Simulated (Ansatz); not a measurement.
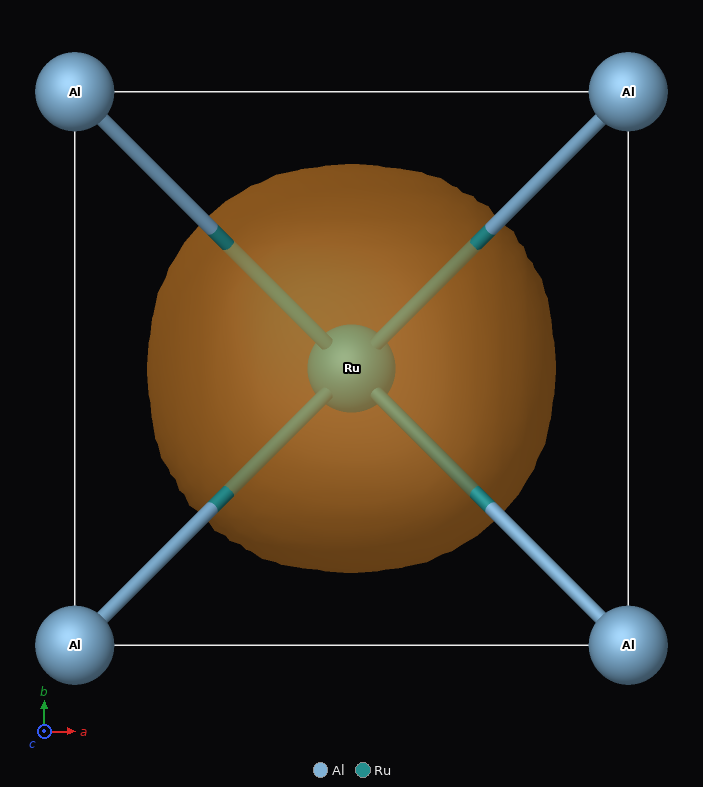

Figure 1: AlRu. Isosurface of the valence electron density at 0.4 e/Å³ (orange), seen along the c axis. Sticks mark near contacts.

Space group P4/mmm; changed on purpose from its base cell (strain +0.025 along x and y, +0.050 along z, atoms carried along); computed pressure about −14 GPa in this cell; computed without spin polarisation.

Method: DFT PBE, scalar-relativistic, plane waves, PAW (Ansatz).

Core electrons are frozen (PAW), and the valence fields are smoothed inside the atomic spheres.

```
Al Ru
1.0
     3.06639    0.00000    0.00000
     0.00000    3.06639    0.00000
     0.00000    0.00000    3.14118
Al Ru
1 1
Direct
  0.00000 0.00000 0.00000
  0.50000 0.50000 0.50000
```

**How is the density connected at this value?**

At this value the density breaks into separate islands; it holds about 70 % of the electrons treated as valence (semicore included). It bridges none of the near contacts. It is pinched off along the sampled Al–Ru (2.68 Å) contacts. On the grid the lowest density along these lines, outside the cores, is 0.23 e/Å³ (Al–Ru, 2.68 Å).

**Does the calculation give a band gap?**

It is gapless in this calculation (a metal or semimetal).
